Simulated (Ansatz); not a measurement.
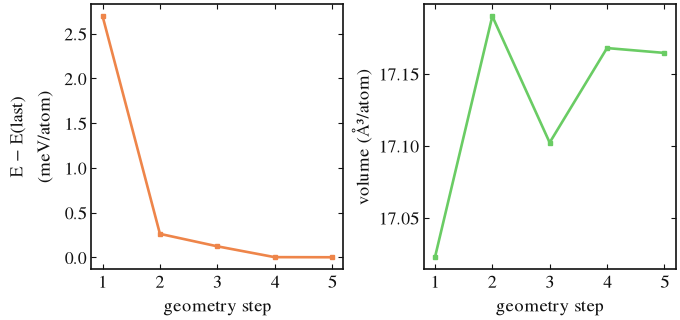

History of a geometry optimisation. A closing SCF on a freshly chosen basis isn't drawn.

System: Ti (Immm, 2 atoms in the cell).
Method: DFT PBE, scalar-relativistic, plane waves, PAW in Ansatz; cutoff 420 eV, 14×14×10 k-mesh, Gaussian smearing of 0.1 eV.

**How did the optimisation end?**

The optimisation met its thresholds at geometry 5, counting the start as the first. The energy fell by about 2.7 meV/atom from the first step to the last. All forces vanish by symmetry, so only the cell moves.

**Was the starting cell too large or too small?**

The volume grows from 17.02 to 17.16 Å³ per atom (+0.8 %), overshooting to 17.19 at step 2. The start was compressed.
